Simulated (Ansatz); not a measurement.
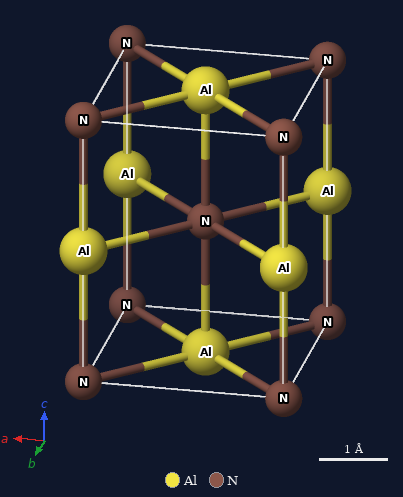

The image is a ball-and-stick drawing of a crystal, viewed from a general direction. The conventional unit cell is drawn as a box.

The solid is AlN. The structure has I4/mmm (No. 139) symmetry and a body-centred tetragonal lattice. It has 4 atoms to the cell (2 Al, 2 N). Al is coordinated by six N in an octahedral arrangement at about 2.1 Å. The N atoms are each bonded to six Al in an octahedral arrangement at about 2.1 Å. The bonds build a three-dimensional framework.

Its origin is a structure listed in the Materials Project. The cell was then strained or its atoms displaced on purpose. It was the input of a calculation with Ansatz.

At this level of theory the cell isn't at rest (stretched, at -30 GPa), so its distances can differ from those at equilibrium, the more so the softer the solid.
